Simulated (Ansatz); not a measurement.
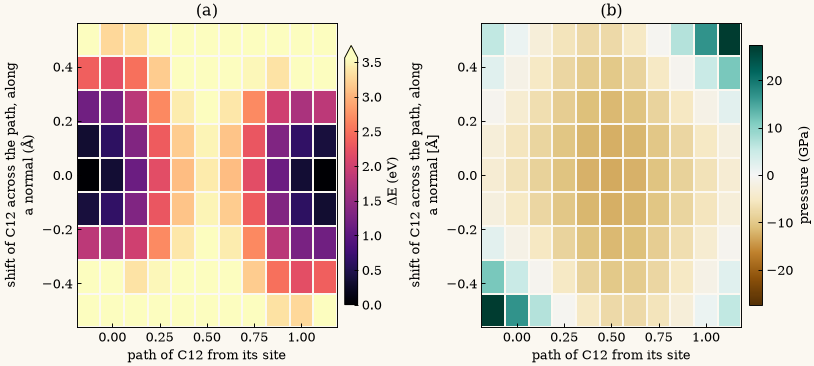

C (P6_3/mmc phase) with one C vacancy (15 atoms in the cell). An atom moved over a plane that holds its own site and a neighbouring vacancy (x along [−1 −1 0], y along [−1 −1 −2], z along [1 −1 0] of the conventional cell). First axis: path of C12 from its site (0) to the vacancy (1), 1.534 Å. Second axis: shift of C12 across the path, along a normal. Nothing is relaxed (all other atoms held at the sites of the perfect crystal). Grid: 11 × 9 points; 50 points were computed and 49 follow by symmetry. Points are written as (first, second). Energies: eV per cell, counted from the lowest grid point. Theory: DFT PBEsol, scalar-relativistic, plane waves, PAW (Ansatz). Settings: cutoff 420 eV, k-mesh 6×6×6, gaussian smearing 0.05 eV, no spin polarisation.

Panel (a) is the energy and panel (b) the computed pressure on the same grid.

Drawn: one coloured cell a grid point, one colour for all values above the top of the scale.

### How does the pressure vary over the map, and what is it at the lowest grid point?

It runs from −12.9 GPa at (0.500, 0.000 Å) [nearest 6 C at 1.94 Å] to 27.3 GPa at (−0.125, −0.500 Å) [nearest 1 C at 1.00 Å]. At the lowest grid point, (−0.125, 0.000 Å) [nearest 3 C at 1.49 Å], it is −3.8 GPa. That point lies on the edge of the scan.

PAW datasets: the set soft_1.
